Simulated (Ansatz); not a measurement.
The calculation's input:

```
crystal:
  lattice:
    - [4.9871333733, -2.5039236027, -0.0021078262]
    - [4.9871333733, 2.5039236027, -0.0021078262]
    - [-0.1854132125, 0.0, 5.8956963565]
  atoms:
    - { symbol: Zr, position: [0.4572640071, 0.5427359929, 0.0] }
    - { symbol: Si, position: [0.5196215306, 0.9861049307, 0.6547608699] }
    - { symbol: Si, position: [0.0138950693, 0.4803784694, 0.3452391301] }
    - { symbol: O, position: [0.7919416057, 0.4311533578, 0.2025884385] }
    - { symbol: O, position: [0.306343915, 0.1539632941, 0.4309599769] }
    - { symbol: O, position: [0.5688466422, 0.2080583943, 0.7974115615] }
    - { symbol: O, position: [0.124798123, 0.6287370463, 0.1840156362] }
    - { symbol: O, position: [0.8460367059, 0.693656085, 0.5690400231] }
    - { symbol: O, position: [0.3712629537, 0.875201877, 0.8159843638] }
basis:
  ecutwfc: 420
kpoints:
  mp_grid: { grid: [6, 6, 4] }
  band_path:
    path:
      - [[0.0, 0.0, 0.0], [-0.31308427, 0.31308427, 0.0]]
      - [[-0.68691573, -0.31308427, 0.0], [-0.5, -0.5, 0.0], [0.0, 0.0, 0.0], [-0.5, -0.5, 0.5], [-0.69031387, -0.30968613, 0.5]]
      - [[-0.30968613, 0.30968613, 0.5], [0.0, 0.0, 0.5], [0.0, 0.0, 0.0]]
      - [[-0.5, 0.0, 0.5], [0.0, 0.0, 0.0], [-0.5, 0.0, 0.0]]
    npoints: 14
hamiltonian:
  xc: pbe
scf:
  occupations: { method: gaussian, width: 0.02 }
  n_extra_bands: 22
output:
  forces: true
  stress: true
  eigenvalues: true
  populations: true
  dos: { projected: true, de: 0.02, nscf_kmesh: { grid: [9, 9, 6] } }
  bader: true
  write_density: true
  write_potential: true
  elf: true
  volumetric_format: npy
```

Run with:

```sh
ansatz run input.yaml --threads 1 --pin off --max-ram 2560MiB --backend cpu --events-out ev --progress --plain --runs-dir out
```

Below, planes, directions and counts refer to the conventional cell (a = 9.97 Å, b = 5.01 Å, c = 5.90 Å, α = 90.00°, β = 91.83°, γ = 90.00°).

Space group C2; a structure generated by program, which may or may not match a known phase.

Method: Ansatz, DFT PBE, scalar-relativistic, plane waves, PAW.

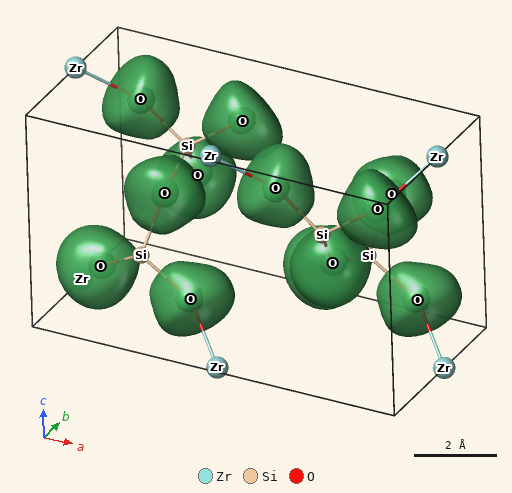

ZrSi₂O₆. Isosurface of the electron localisation function at 0.65 (green), seen at an oblique angle. Only the valence region is drawn (cores and ρ < 0.01 e/Å³ removed). Sticks mark near contacts.

Identify the bonds, lone pairs and shells in this picture.

Answer. At this value the surface marks out twelve regions on O in which the atom's valence shell and bonds are merged, counted in one cell of 18 atoms. Regions shared between cells count once.

Values along the shortest contacts:
Si–O (1.63 Å): the ELF peaks at about 0.85 between the atoms (a short, strongly polar bond). Zr–O (1.96 Å): the ELF peaks at about 0.80 in the valence shell of O, 0.6 Å from its nucleus, and drops to about 0.25 between the two atoms; no shared electron pair shows on this line.

Does the calculation give a band gap?

Answer. It is gapped, with a Kohn–Sham gap of 5.2 eV on the k-point mesh, an upper bound to the gap of this method.
